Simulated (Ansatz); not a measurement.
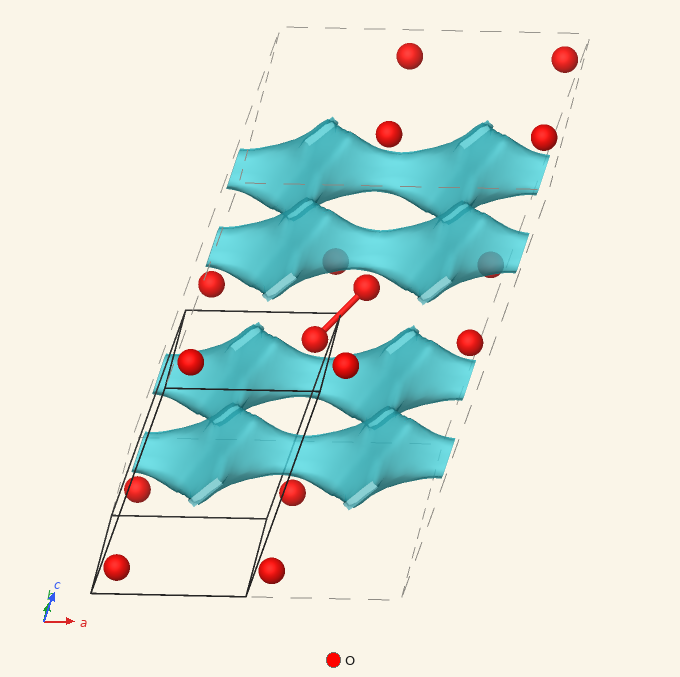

The teal surface encloses the points that the centre of a probe sphere of radius 1.00 Å can occupy in O, computed on a grid of about 0.10 Å (2×2×2 cells shown, view from a free direction; pale faces close the region where the box cuts it).

Atoms are hard spheres with touching radii (half the shortest distance): O 0.60 Å.

The cell is taken from coordinates from a relaxation in a fixed cell with DFT r2SCAN, scalar-relativistic, plane waves, PAW in Ansatz.

```yaml
crystal:
  lattice:
    - [2.49708, 0.00000, 0.00000]
    - [0.01954, 2.51830, 0.00000]
    - [1.19314, 1.16354, 3.13835]
  atoms:
    - { symbol: O, position: [0.88931, 0.88974, 0.91385] }
    - { symbol: O, position: [0.11069, 0.11026, 0.08615] }
```

**Describe the connectivity of the accessible space.**

Where they connect, they form a two-dimensional network in layers parallel to (001).

**What share of the cell can the probe's centre reach?**

About 7.7 % of the volume (1.5 Å³ of 19.7 Å³).

**Give the largest included and the largest free sphere.**

The largest sphere that fits anywhere has a diameter of 2.64 Å; the largest that can travel through the crystal, about 2.2 Å.

**How does the connectivity change as the probe shrinks?**

Below a radius of about 1.11 Å the space forms one-dimensional channels along [100]. Below a radius of about 1.09 Å the space forms a two-dimensional network in layers parallel to (001). Below a radius of about 0.77 Å the space forms a three-dimensional network. These are grid estimates, good to about 0.05 Å.
